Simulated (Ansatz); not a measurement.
The coordinates of a crystal:

```cif
data_structure
_symmetry_space_group_name_H-M 'P 1'
_symmetry_Int_Tables_number 1
_cell_length_a 6.0450
_cell_length_b 6.0450
_cell_length_c 43.9636
_cell_angle_alpha 90.000
_cell_angle_beta 90.000
_cell_angle_gamma 120.000
_cell_volume 1391.27
loop_
_atom_site_label
_atom_site_type_symbol
_atom_site_fract_x
_atom_site_fract_y
_atom_site_fract_z
_atom_site_occupancy
Hf1 Hf 0.00000 0.00000 0.77942 1
Hf2 Hf 0.33333 0.66667 0.88725 1
Hf3 Hf 0.00000 0.00000 0.00000 1
N1 N 0.66667 0.33333 0.94525 1
N2 N 0.66667 0.33333 0.72142 1
Hf4 Hf 0.66667 0.33333 0.11275 1
Hf5 Hf 0.00000 0.00000 0.22058 1
Hf6 Hf 0.66667 0.33333 0.33333 1
N3 N 0.33333 0.66667 0.27858 1
N4 N 0.33333 0.66667 0.05475 1
Hf7 Hf 0.33333 0.66667 0.44609 1
Hf8 Hf 0.66667 0.33333 0.55391 1
Hf9 Hf 0.33333 0.66667 0.66667 1
N5 N 0.00000 0.00000 0.61192 1
N6 N 0.00000 0.00000 0.38808 1
```

Interpret the file: composition, symmetry and coordination.

Answer. Chemical formula Hf₃N₂. Space group R-3m (No. 166), lattice rhombohedral (trigonal R). With Z = 3, the cell contains 9 Hf, 6 N.

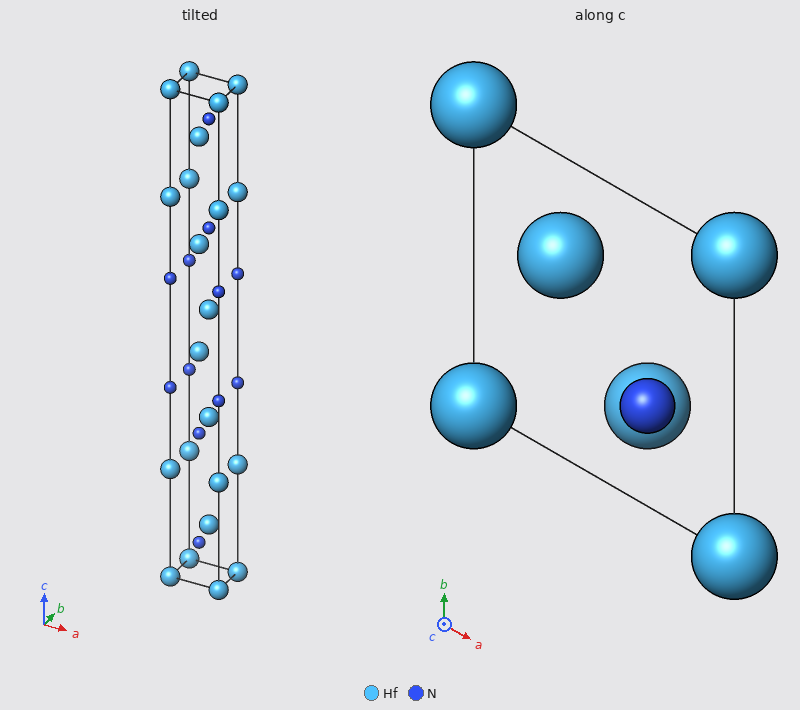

The image is a spheres-only drawing of a crystal, viewed slightly off an axis and along the c axis. The parallelepiped is the conventional unit cell.

The model was built from a structure listed in the Materials Project. Earlier steps of the study, as a rule a relaxation of our own, may have changed the cell and positions, so they can lie some per cent off the listed ones. A calculation with Ansatz used it as input.

At this level of theory the run's own cell isn't at rest (forces up to 0.7 eV/Å), so its distances can differ from those at equilibrium, the more so the softer the solid.
